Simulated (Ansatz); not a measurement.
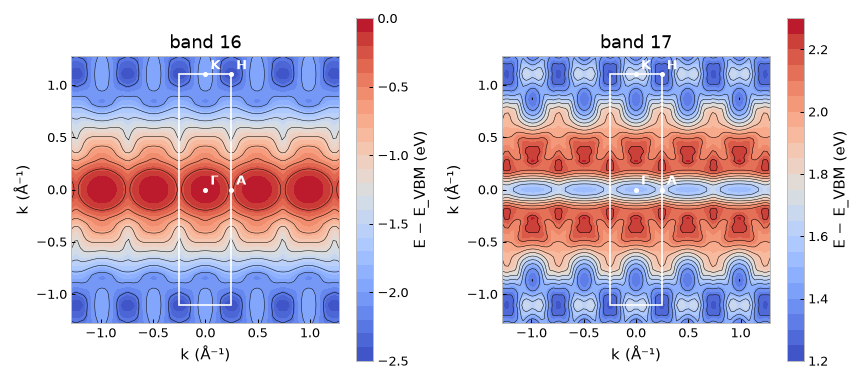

Two bands of Si (space group P6_3/mmc, No. 194) over the plane through Γ, A and K: the highest mostly filled and the lowest mostly empty one.

These are results of DFT PBE, scalar-relativistic, plane waves, PAW; levels and slopes on a dense k mesh at the converged density (Ansatz 0.2.0), not measurements. No spin polarisation. Mesh 36×36×10, interpolated with the band slopes. Cell and positions as given, without relaxation (largest force 0.3 eV/Å).

Give both levels and their distance at the named points.

Answer.
```json
{"point": "Γ", "lower band (eV)": "0.00", "upper band (eV)": "1.51", "distance (eV)": "1.51"}
{"point": "A", "lower band (eV)": "−0.28", "upper band (eV)": "1.65", "distance (eV)": "1.93"}
{"point": "K", "lower band (eV)": "−1.90", "upper band (eV)": "1.63", "distance (eV)": "3.53"}
{"point": "H", "lower band (eV)": "−2.46", "upper band (eV)": "1.23", "distance (eV)": "3.69"}
```

Where are the band edges of the whole zone?

Answer. The valence band has one maximum at Γ, two bands meeting there, with masses of 0.14 and 0.76 mₑ along x, 0.14 and 0.77 mₑ along y and 0.69 mₑ along z; the conduction band has six equivalent minima on the Γ–M line, principal masses 0.13, 0.72 and 1.59 mₑ. The gap is indirect, 0.57 eV at this level of theory (semilocal functionals give gaps that are too small, and can reorder valleys that lie close).

Spin-orbit coupling, left out here, can split bands that meet at an edge and change their masses.
